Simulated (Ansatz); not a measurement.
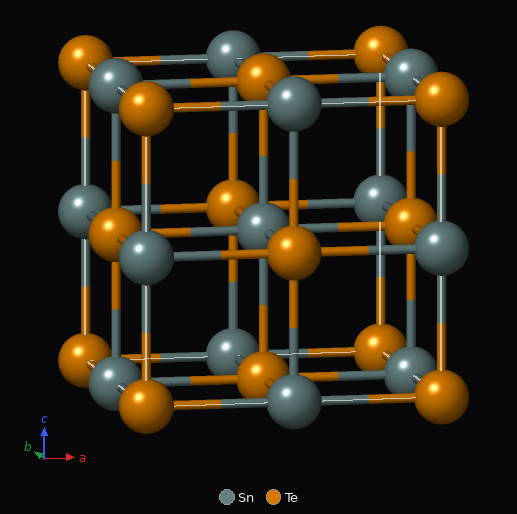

The crystal in a ball-and-stick representation, seen slightly off an axis. Atoms at the boundary of the conventional unit cell (the box) are drawn once for each face, edge or corner they touch.

Pairs joined by sticks: Sn–Te up to 3.60 Å (cut-off distances).

Question: Read off the composition.

Answer: SnTe. The cell holds 4 Sn, 4 Te, counting shared atoms by their share.

Question: Which of the Bravais lattices applies?

Answer: Face-centred cubic.

Question: Give the prototype.

Answer: Rock salt (NaCl type).

Question: What does the coordination shell of Sn look like?

Answer: Each Sn has six Te in an octahedral arrangement.

Question: What is the topology of the bonding, in broad terms?

Answer: The bonds build a three-dimensional framework.

The structure comes from a structure type known for this compound. The cell was then strained or its atoms displaced on purpose. A calculation with Ansatz used it as input.
